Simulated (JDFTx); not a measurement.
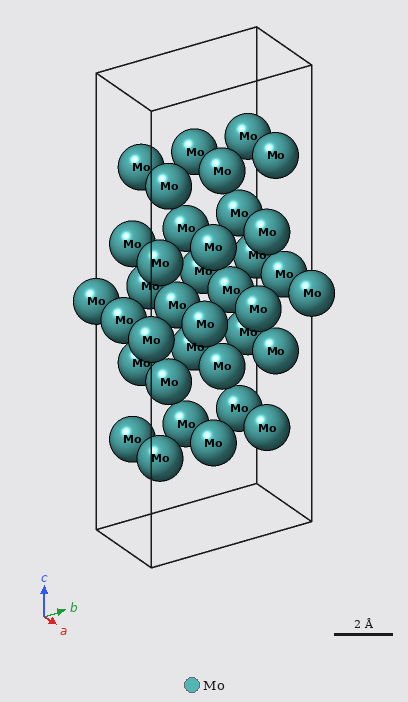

*The structure as given in the input (spheres-only view of the 2 × 3 repeat of the cell, with the vacuum cut short, seen slightly off an axis). An atom can appear more than once, as a periodic image.*

Mo: solvation calculation

- system: Mo (slab, 5 atoms in the cell)
- method: Kohn-Sham DFT of a periodic cell, revPBE, PseudoDojo-SR-PBE-0.5-standard, no spin polarisation (JDFTx 1.7.0 (patched build))

The structure derives from an entry of the Crystallography Open Database.

What the program printed
```
*************** JDFTx 1.7.0 (patched build) ***************

Input parsed successfully to the following command list (including defaults):
[... the input with its defaults ...]

---------- Setting up symmetries ----------

Found 24 point-group symmetries of the bravais lattice
Found 6 space-group symmetries with basis
Applied RMS atom displacement 2.78082e-10 bohrs to make symmetries exact.

---------- Initializing the Grid ----------
R =
[      5.38504     -2.69252            0  ]
[            0      4.66358            0  ]
[            0            0      45.9334  ]
unit cell volume = 1153.55
G =
[    1.16679   0.673644         -0  ]
[          0    1.34729          0  ]
[          0         -0   0.136789  ]
Minimum fftbox size, Smin = [  32  32  264  ]
Chosen fftbox size, S = [  32  32  270  ]

---------- Exchange Correlation functional ----------
Initialized LibXC exchange functional 'Revised PBE from Zhang & Yang'
Initialized LibXC correlation functional 'Perdew, Burke & Ernzerhof'

---------- Setting up pseudopotentials ----------
Width of ionic core gaussian charges (only for fluid interactions / plotting) set to 0.280993

Reading pseudopotential file 'pseudo/Mo.upf':
  'Mo' pseudopotential, 'PBE' functional
  Generated using ONCVPSP code by D. R. Hamann
  14 valence electrons, 4 orbitals, 6 projectors, 1001 radial grid points, with lMax = 2
    4S    l: 0   occupation:  2.0   eigenvalue: -2.364714
    4P    l: 1   occupation:  6.0   eigenvalue: -1.414320
    4D    l: 2   occupation:  5.0   eigenvalue: -0.137921
    5S    l: 0   occupation:  1.0   eigenvalue: -0.150182
  Core radius for overlap checks: 1.35 bohrs.

Initialized 1 species with 5 total atoms.

Folded 1 k-points by 4x4x1 to 16 k-points.

---------- Setting up k-points, bands, fillings ----------
Adding inversion symmetry to k-mesh for non-inversion-symmetric unit cell.
Reduced to 4 k-points under symmetry.
Computing the number of bands and number of electrons
Reading initial fillings from 'vacuum.fillings'.
nElectrons:  70.000000   nBands: 45   nStates: 4

----- Setting up reduced wavefunction bases (one per k-point) -----
average nbasis = 13945.812 , ideal nbasis = 13938.648

---------- Setting up coulomb interaction ----------
Fluid mode embedding: using embedded box, but periodic Coulomb kernel.
(Fluid response is responsible for (approximate) separation between periodic images.)
Setting up double-sized grid for truncated Coulomb potentials:
R =
[      5.38504     -2.69252            0  ]
[            0      4.66358            0  ]
[            0            0      91.8667  ]
unit cell volume = 2307.1
G =
[    1.16679   0.673644         -0  ]
[          0    1.34729          0  ]
[          0         -0  0.0683946  ]
Chosen fftbox size, S = [  32  32  540  ]
Integer grid location selected as the embedding center:
   Grid: [  0  0  135  ]
   Lattice: [  0  0  0.5  ]
   Cartesian: [  0  0  22.9667  ]
Constructing Wigner-Seitz cell: 8 faces (6 quadrilaterals, 2 hexagons)
Range-separation parameter for embedded mesh potentials due to point charges: 0.520346 bohrs.

Initializing DFT-D2 calculator for fluid / solvation:
	Mo:  C6:  427.91 Eh-a0^6  R0: 3.097 a0

---------- Setting up ewald sum ----------
Optimum gaussian width for ewald sums = 4.031227 bohr.
Real space sum over 2205 unit cells with max indices [  10  10  2  ]
Reciprocal space sum over 5913 terms with max indices [  4  4  36  ]

---------- Allocating electronic variables ----------
Reading eigenvalues from 'vacuum.eigenvals'.
Initializing wave functions:  reading from 'vacuum.wfns'
----- createFluidSolver() ----- (Fluid-side solver setup)
   Initializing fluid molecule 'CH3CN'
     Initializing site 'center'
       Hard sphere radius: 2.11649 bohrs
       Positions in reference frame:
         [ +0.000000 +0.000000 +0.000000 ]
     Initializing site 'C1'
       Electron density: cuspless exponential with width 0.44 and norm 4.7128
       Charge density: gaussian nuclear width 0.535422 with net site charge 0.7128
       Polarizability: cuspless exponential with width 0.35 and norm 4.49
       Positions in reference frame:
         [ +0.000000 +0.000000 -2.450975 ]
     Initializing site 'C2'
       Electron density: cuspless exponential with width 0.39 and norm 3.4832
       Charge density: gaussian nuclear width 0.535422 with net site charge -0.5168
       Polarizability: cuspless exponential with width 0.39 and norm 7.18
       Positions in reference frame:
         [ +0.000000 +0.000000 +0.311805 ]
     Initializing site 'H'
       Electron density: cuspless exponential with width 0.28 and norm 0.7659
       Charge density: gaussian nuclear width 0.377945 with net site charge -0.2341
       Polarizability: cuspless exponential with width 0.37 and norm 4.33
       Positions in reference frame:
         [ +0.000000 +1.947047 -3.168120 ]
         [ +1.686192 -0.973524 -3.168120 ]
         [ -1.686192 -0.973524 -3.168120 ]
     Initializing site 'N'
       Electron density: cuspless exponential with width 0.37 and norm 5.5063
       Charge density: gaussian nuclear width 0.488179 with net site charge 0.5063
       Polarizability: cuspless exponential with width 0.35 and norm 5.85
       Positions in reference frame:
         [ +0.000000 +0.000000 +2.505777 ]
     Net charge: 0   dipole magnitude: 1.58545
     Initializing spherical shell mfKernel with radius 4.00622 Bohr
     deltaS corrections:
       site 'center': 0
       site 'C1': -3.23112
       site 'C2': -30.1398
       site 'H': -9.23538
       site 'N': -3.91197
   Initializing fluid molecule 'Na+'
     Initializing site 'Na'
       Electron density: proportional to exp(-r/0.19682)*erfc((r-0.71491)/0.41314) with norm 8.1383
       Charge density: gaussian nuclear width 0.365347 with net site charge -1
       Hard sphere radius: 1.86327 bohrs
       Positions in reference frame:
         [ +0.000000 +0.000000 +0.000000 ]
     Net charge: -1   dipole magnitude: 0
     Initializing gaussian mfKernel with width: 1.55004 Bohr
     deltaS corrections:
       site 'Na': -22.3555
   Initializing fluid molecule 'F-'
     Initializing site 'F'
       Electron density: proportional to exp(-r/0.38886)*erfc((r-0)/0.438782) with norm 8
       Charge density: gaussian nuclear width 0.374796 with net site charge 1
       Hard sphere radius: 2.39995 bohrs
       Positions in reference frame:
         [ +0.000000 +0.000000 +0.000000 ]
     Net charge: 1   dipole magnitude: 0
     Initializing gaussian mfKernel with width: 1.59012 Bohr
     deltaS corrections:
       site 'F': -9.04335

Correction to mu due to finite nuclear width = -0.0150522
   Cavity determined by nc: 0.00142 and sigma: 0.707107
   Nonlocal vdW cavity from gaussian model electron density with norm = 16 and sigma = 1.50589 bohr
   Charge asymmetry in cavity with sensitivity pCavity = -31 e-bohr/Eh
   Electrostatic cavity expanded by eta = 3.15 bohrs
   Weighted density cavitation model constrained by Nbulk: 0.001709 bohr^-3, Pvap: 11.7584 kPa, Rvdw: 4.00622 bohr and sigmaBulk: 1.88e-05 Eh/bohr^2 at T: 298 K.
   Weighted density dispersion model using vdW pair potentials with single solvent site with sqrtC6eff: 2.21 SI.

-------- Electronic minimization -----------
Will mix electronic density at each iteration.
	Linear fluid (dielectric constant: 38.8, screening length: 5.71417 Bohr) occupying 0.638665 of unit cell:	Completed after 14 iterations at
	FillingsUpdate:  mu: -0.172764001  nElectrons: 70.000000
	Linear fluid (dielectric constant: 38.8, screening length: 5.71417 Bohr) occupying 0.639483 of unit cell:	Completed after 15 iterations at
SCF: Cycle:  0   F: -342.119694602512709   dF: +2.100e-03   |Residual|: 6.222e-03   |deigs|: 3.645e-06
	Linear fluid (dielectric constant: 38.8, screening length: 5.71417 Bohr) occupying 0.638385 of unit cell:	Completed after 14 iterations at
	FillingsUpdate:  mu: -0.171666490  nElectrons: 70.000000
	Linear fluid (dielectric constant: 38.8, screening length: 5.71417 Bohr) occupying 0.635237 of unit cell:	Completed after 15 iterations at
SCF: Cycle:  1   F: -342.079986346878798   dF: +3.971e-02   |Residual|: 3.072e-02   |deigs|: 1.457e-03
	Linear fluid (dielectric constant: 38.8, screening length: 5.71417 Bohr) occupying 0.638441 of unit cell:	Completed after 15 iterations at
	FillingsUpdate:  mu: -0.172037560  nElectrons: 70.000000
	Linear fluid (dielectric constant: 38.8, screening length: 5.71417 Bohr) occupying 0.639502 of unit cell:	Completed after 14 iterations at
SCF: Cycle:  2   F: -342.121597823317416   dF: -4.161e-02   |Residual|: 2.836e-03   |deigs|: 1.088e-03
	Linear fluid (dielectric constant: 38.8, screening length: 5.71417 Bohr) occupying 0.638445 of unit cell:	Completed after 14 iterations at
	FillingsUpdate:  mu: -0.172058644  nElectrons: 70.000000
	Linear fluid (dielectric constant: 38.8, screening length: 5.71417 Bohr) occupying 0.639516 of unit cell:	Completed after 13 iterations at
SCF: Cycle:  3   F: -342.121785721044546   dF: -1.879e-04   |Residual|: 6.218e-04   |deigs|: 1.252e-04
	Linear fluid (dielectric constant: 38.8, screening length: 5.71417 Bohr) occupying 0.638398 of unit cell:	Completed after 13 iterations at
	FillingsUpdate:  mu: -0.171773586  nElectrons: 70.000000
	Linear fluid (dielectric constant: 38.8, screening length: 5.71417 Bohr) occupying 0.639486 of unit cell:	Completed after 12 iterations at
SCF: Cycle:  4   F: -342.121790693200239   dF: -4.972e-06   |Residual|: 6.380e-04   |deigs|: 2.876e-04
	Linear fluid (dielectric constant: 38.8, screening length: 5.71417 Bohr) occupying 0.638392 of unit cell:	Completed after 11 iterations at
	FillingsUpdate:  mu: -0.171598096  nElectrons: 70.000000
	Linear fluid (dielectric constant: 38.8, screening length: 5.71417 Bohr) occupying 0.639473 of unit cell:	Completed after 13 iterations at
SCF: Cycle:  5   F: -342.121796593535635   dF: -5.900e-06   |Residual|: 5.186e-04   |deigs|: 1.741e-04
	Linear fluid (dielectric constant: 38.8, screening length: 5.71417 Bohr) occupying 0.638433 of unit cell:	Completed after 13 iterations at
	FillingsUpdate:  mu: -0.171386867  nElectrons: 70.000000
	Linear fluid (dielectric constant: 38.8, screening length: 5.71417 Bohr) occupying 0.639456 of unit cell:	Completed after 11 iterations at
SCF: Cycle:  6   F: -342.121803439735174   dF: -6.846e-06   |Residual|: 2.240e-04   |deigs|: 2.088e-04
	Linear fluid (dielectric constant: 38.8, screening length: 5.71417 Bohr) occupying 0.638509 of unit cell:	Completed after 11 iterations at
	FillingsUpdate:  mu: -0.171200857  nElectrons: 70.000000
	Linear fluid (dielectric constant: 38.8, screening length: 5.71417 Bohr) occupying 0.639443 of unit cell:	Completed after 11 iterations at
SCF: Cycle:  7   F: -342.121804069296218   dF: -6.296e-07   |Residual|: 1.887e-04   |deigs|: 1.884e-04
	Linear fluid (dielectric constant: 38.8, screening length: 5.71417 Bohr) occupying 0.638664 of unit cell:	Completed after 11 iterations at
	FillingsUpdate:  mu: -0.170918411  nElectrons: 70.000000
	Linear fluid (dielectric constant: 38.8, screening length: 5.71417 Bohr) occupying 0.639428 of unit cell:	Completed after 12 iterations at
SCF: Cycle:  8   F: -342.121804430934560   dF: -3.616e-07   |Residual|: 1.106e-04   |deigs|: 2.794e-04
	Linear fluid (dielectric constant: 38.8, screening length: 5.71417 Bohr) occupying 0.638918 of unit cell:	Completed after 10 iterations at
	FillingsUpdate:  mu: -0.170659714  nElectrons: 70.000000
	Linear fluid (dielectric constant: 38.8, screening length: 5.71417 Bohr) occupying 0.639407 of unit cell:	Completed after 11 iterations at
SCF: Cycle:  9   F: -342.121804581225376   dF: -1.503e-07   |Residual|: 1.145e-04   |deigs|: 2.594e-04
	Linear fluid (dielectric constant: 38.8, screening length: 5.71417 Bohr) occupying 0.639137 of unit cell:	Completed after 11 iterations at
	FillingsUpdate:  mu: -0.170605984  nElectrons: 70.000000
	Linear fluid (dielectric constant: 38.8, screening length: 5.71417 Bohr) occupying 0.639396 of unit cell:	Completed after 11 iterations at
SCF: Cycle: 10   F: -342.121804779966340   dF: -1.987e-07   |Residual|: 6.238e-05   |deigs|: 5.370e-05
	Linear fluid (dielectric constant: 38.8, screening length: 5.71417 Bohr) occupying 0.639291 of unit cell:	Completed after 10 iterations at
	FillingsUpdate:  mu: -0.170579863  nElectrons: 70.000000
	Linear fluid (dielectric constant: 38.8, screening length: 5.71417 Bohr) occupying 0.639394 of unit cell:	Completed after 9 iterations at
SCF: Cycle: 11   F: -342.121804840098150   dF: -6.013e-08   |Residual|: 6.227e-05   |deigs|: 2.504e-05
	Linear fluid (dielectric constant: 38.8, screening length: 5.71417 Bohr) occupying 0.639451 of unit cell:	Completed after 9 iterations at
	FillingsUpdate:  mu: -0.170512953  nElectrons: 70.000000
	Linear fluid (dielectric constant: 38.8, screening length: 5.71417 Bohr) occupying 0.639390 of unit cell:	Completed after 10 iterations at
SCF: Cycle: 12   F: -342.121804877237992   dF: -3.714e-08   |Residual|: 3.379e-05   |deigs|: 6.687e-05
	Linear fluid (dielectric constant: 38.8, screening length: 5.71417 Bohr) occupying 0.639494 of unit cell:	Completed after 9 iterations at
	FillingsUpdate:  mu: -0.170509171  nElectrons: 70.000000
	Linear fluid (dielectric constant: 38.8, screening length: 5.71417 Bohr) occupying 0.639394 of unit cell:	Completed after 7 iterations at
SCF: Cycle: 13   F: -342.121804889854332   dF: -1.262e-08   |Residual|: 3.333e-05   |deigs|: 3.886e-06
	Linear fluid (dielectric constant: 38.8, screening length: 5.71417 Bohr) occupying 0.639506 of unit cell:	Completed after 6 iterations at
	FillingsUpdate:  mu: -0.170516872  nElectrons: 70.000000
	Linear fluid (dielectric constant: 38.8, screening length: 5.71417 Bohr) occupying 0.639394 of unit cell:	Completed after 10 iterations at
SCF: Cycle: 14   F: -342.121804904880946   dF: -1.503e-08   |Residual|: 2.829e-05   |deigs|: 7.801e-06
	Linear fluid (dielectric constant: 38.8, screening length: 5.71417 Bohr) occupying 0.639480 of unit cell:	Completed after 9 iterations at
	FillingsUpdate:  mu: -0.170500430  nElectrons: 70.000000
	Linear fluid (dielectric constant: 38.8, screening length: 5.71417 Bohr) occupying 0.639391 of unit cell:	Completed after 5 iterations at
SCF: Cycle: 15   F: -342.121804911546633   dF: -6.666e-09   |Residual|: 1.978e-05   |deigs|: 1.663e-05
	Linear fluid (dielectric constant: 38.8, screening length: 5.71417 Bohr) occupying 0.639452 of unit cell:	Completed after 6 iterations at
	FillingsUpdate:  mu: -0.170498848  nElectrons: 70.000000
	Linear fluid (dielectric constant: 38.8, screening length: 5.71417 Bohr) occupying 0.639389 of unit cell:	Completed after 6 iterations at
SCF: Cycle: 16   F: -342.121804920957231   dF: -9.411e-09   |Residual|: 1.458e-05   |deigs|: 1.653e-06
SCF: Converged (|Delta E|<1.000000e-08 for 2 iters).

Setting wave functions to eigenvectors of Hamiltonian
Converging empty states (this may take a while): |deigs|: 1.326e-05

# Ionic positions in lattice coordinates:
ion Mo   0.666666666666667   0.333333333333333   0.308554534500000 0
ion Mo   0.333333333333333   0.666666666666667   0.404277267300000 0
ion Mo  -0.000000000000000   0.000000000000000   0.500000000000000 1
ion Mo   0.666666666666667   0.333333333333333   0.595722732700000 1
ion Mo   0.333333333333333   0.666666666666667   0.691445465500000 1

# Forces in Cartesian coordinates:
force Mo   0.000000000000000   0.000000000000000  -0.000206308355259 0
force Mo   0.000000000000000  -0.000000000000000  -0.001700964512926 0
force Mo   0.000000000000000   0.000000000000000   0.000164926904267 1
force Mo   0.000000000000000   0.000000000000000   0.002067825904420 1
force Mo   0.000000000000000  -0.000000000000000   0.000130654927131 1

# Energy components:
   A_diel =       -0.0006917249017217
   Eewald =     5204.4267973162768612
       EH =     5497.7935375993029083
     Eloc =   -11156.1055556672854436
      Enl =       42.9543567225949232
      Exc =      -51.4022328959594788
 Exc_core =        9.1766330690431790
       KE =      111.0385933719790046
  MuShift =        0.0000000000000098
-------------------------------------
     Etot =     -342.1185622089500384
       TS =        0.0032427120072166
-------------------------------------
        F =     -342.1218049209572314

IonicMinimize: Iter:   0  F: -342.121804920957231  |grad|_K:  6.928e-04
IonicMinimize: None of the convergence criteria satisfied after 0 iterations.

#--- Lowdin population analysis ---
# oxidation-state Mo +0.018 +0.127 -0.011 +0.130 +0.024

Dumping 'neutral.eigStats' ...
	eMin: -2.403537 at state 0 ( [ +0.000000 +0.000000 +0.000000 ] spin 0 )
	HOMO: -0.171240 at state 1 ( [ +0.000000 +0.250000 +0.000000 ] spin 0 )
	mu  : -0.170494
	LUMO: -0.170013 at state 0 ( [ +0.000000 +0.000000 +0.000000 ] spin 0 )
	eMax: -0.007798 at state 2 ( [ +0.000000 +0.500000 +0.000000 ] spin 0 )
	HOMO-LUMO gap: +0.001227
	Optical gap  : +0.008683 at state 2 ( [ +0.000000 +0.500000 +0.000000 ] spin 0 )
Done!
```

This output came from the following input.

Input file
```
lattice \
    5.3850397740    -2.6925198870     0.0000000000 \
    0.0000000000     4.6635812446     0.0000000000 \
    0.0000000000     0.0000000000    45.9333581238
coords-type Lattice
ion Mo     0.6666666667     0.3333333333     0.3085545345 0
ion Mo     0.3333333333     0.6666666667     0.4042772673 0
ion Mo     0.0000000000     0.0000000000     0.5000000000 1
ion Mo     0.6666666667     0.3333333333     0.5957227327 1
ion Mo     0.3333333333     0.6666666667     0.6914454655 1

ion-species pseudo/Mo.upf
elec-cutoff 40
elec-ex-corr gga-x-pbe-r gga-c-pbe
kpoint-folding 4 4 1
elec-smearing Fermi 0.0018374661
elec-n-bands 45
electronic-SCF nIterations 100 energyDiffThreshold 1e-08
electronic-minimize nIterations 30 energyDiffThreshold 1e-7
coulomb-interaction Slab 001
coulomb-truncation-embed 0.000000 0.000000 0.500000
fluid LinearPCM
pcm-variant CANDLE
fluid-solvent CH3CN
fluid-cation Na+ 0.5
fluid-anion F- 0.5
initial-state vacuum.$VAR
converge-empty-states yes
forces-output-coords Cartesian

dump-name neutral.$VAR
dump End Ecomponents EigStats BandEigs Kpoints Forces State
```

Command:
```bash
jdftx -c 1 -i neutral.in -o neutral.out
```

Summary

```json
{"quantity": "outcome", "value": "converged"}
{"quantity": "electrons treated", "value": "70"}
{"quantity": "free energy", "value": "−9309.6086 eV"}
{"quantity": "Fermi energy", "value": "−4.640 eV"}
{"quantity": "gap on the k-point mesh", "value": "none (metallic)"}
{"quantity": "largest force (length of the vector)", "value": "0.106 eV/Å"}
{"quantity": "hardware", "value": "1 thread of Arm Neoverse V1, 24 GiB of memory available, shared host"}
{"quantity": "wall time", "value": "2.2 min"}
{"quantity": "peak memory", "value": "0.29 GiB"}
```

Notes

The settings depart from the standard set-up of this series, which can bear on the numbers. Points of doubt noted for this run: coarse mesh; forces on coarse density grid.
